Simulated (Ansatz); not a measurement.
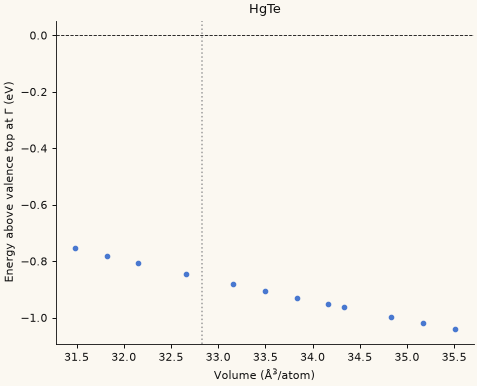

Lowest conduction level at Γ, counted from the valence-band top at Γ. A negative value at Γ means that the s-like level, then filled, lies under the p-like triplet: the bands are inverted and there is no gap. One run is left out (dotted line).

System: zincblende HgTe, space group F-43m, 2 atoms in the primitive cell. The cell is scaled uniformly. Computed with Ansatz: LDA, all-electron LAPW, no spin polarisation, no spin-orbit coupling, 11×11×11 k mesh, Fermi-Dirac smearing of 0.03 eV.

| volume | Γ (eV) | pressure (GPa) |
| --- | --- | --- |
| 31.49 Å³/atom | −0.76 | 3.1 |
| 31.82 Å³/atom | −0.78 | 2.4 |
| 32.16 Å³/atom | −0.81 | 1.8 |
| 32.66 Å³/atom | −0.84 | 1.0 |
| 33.16 Å³/atom | −0.88 | 0.2 |
| 33.50 Å³/atom | −0.91 | −0.3 |
| 33.83 Å³/atom | −0.93 | −0.7 |
| 34.17 Å³/atom | −0.95 | −1.1 |
| 34.33 Å³/atom | −0.96 | −1.3 |
| 34.84 Å³/atom | −1.00 | −1.9 |
| 35.17 Å³/atom | −1.02 | −2.2 |
| 35.50 Å³/atom | −1.04 | −2.6 |

Question: Estimate the values at 32.83 Å³/atom.

Answer: A fit through the other points against the logarithm of the volume gives −0.86 eV at Γ (a straight line). The run itself gives −0.86 eV, within 0.01 eV of the estimate.

Question: What is the deformation potential dE/d ln V?

Answer: A straight line against ln V has a slope of −2.4 eV at Γ.

Spin-orbit coupling is left out, which matters for Hg and Te.
